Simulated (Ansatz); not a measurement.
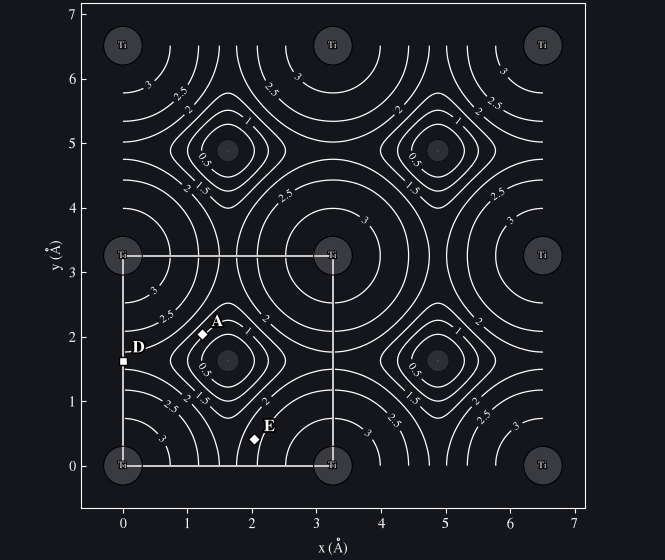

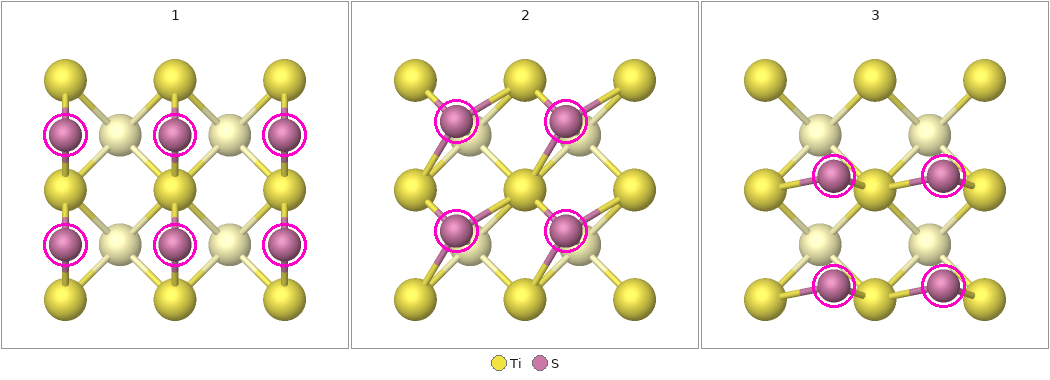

S on a Ti(100) slab cut from the Im-3m phase, its upper half relaxed before the scan (4 atoms of substrate and one adsorbate in a 1 × 1 cell). 
- S is moved over the surface cell; relaxed at each place: the height of the adsorbate's atoms; substrate rigid; the origin of the map has the adsorbate above Ti4.
- Places are given modulo a cell vector. The map is drawn in real space over the plane of the surface.
- The scan uses an 8 × 8 grid; 15 points were computed and 49 follow by symmetry.
- Energies: eV, counted from the lowest grid point.
- With one adsorbate in each 1 × 1 cell, its nearest image is 3.3 Å away, so neighbouring adsorbates interact.
- Theory: Ansatz 0.2.0, DFT PBE, scalar-relativistic, plane waves, PAW. Settings: cutoff 420 eV, k-mesh 8×8×1, gaussian smearing 0.1 eV, no spin polarisation.

The picture shows contour lines labelled in eV, labelled circles for the atoms of the top layer and small ones for the second layer, the outline of one cell of the 2 × 2 shown, lettered points. Between grid points the surface is interpolated. The numbered pictures are the structures at these points, in random order. Rings mark the moved atoms.

Which structure belongs to which point?

Answer. A is structure 2: (3/8, 5/8) of the cell vectors [nearest 1 Ti at 2.14 Å], 1.11 eV; D is structure 1: a bridge site between two Ti atoms, (0/8, 4/8) of the cell vectors, 1.92 eV; E is structure 3: (5/8, 1/8) of the cell vectors [nearest 1 Ti at 2.13 Å], 2.33 eV.

PAW datasets: the set soft_1.
